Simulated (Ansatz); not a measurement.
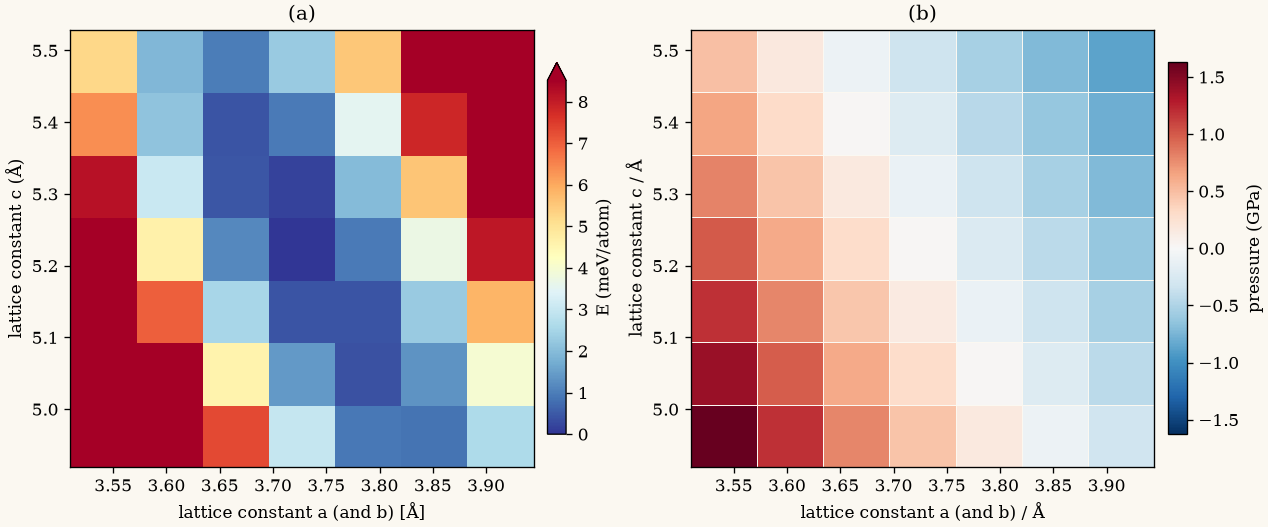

Na (I4/mmm, No. 139; 1 atom in the cell). The energy is mapped over the lattice constants a and c of the conventional cell. First axis: lattice constant a (and b). Second axis: lattice constant c. Nothing is relaxed (symmetry fixes all fractional coordinates). The scan uses a 7 × 7 grid. Energies: meV/atom, counted from the lowest grid point. These are results of DFT PBEsol, scalar-relativistic, plane waves, PAW in Ansatz, not measurements. Settings: cutoff 520 eV, k-mesh 16×16×16, gaussian smearing 0.15 eV, no spin polarisation.

Panel (a) is the energy and panel (b) the computed pressure on the same grid.

In the figure: one coloured cell a grid point, one colour for all values above the top of the scale.

> How does the pressure vary over the map, and what is it at the lowest grid point?

It runs from −0.87 GPa at lattice constant a (and b) = 3.913 Å, lattice constant c = 5.485 Å to 1.63 GPa at lattice constant a (and b) = 3.541 Å, lattice constant c = 4.963 Å. At the lowest grid point, lattice constant a (and b) = 3.727 Å, lattice constant c = 5.224 Å, it is 0.01 GPa.
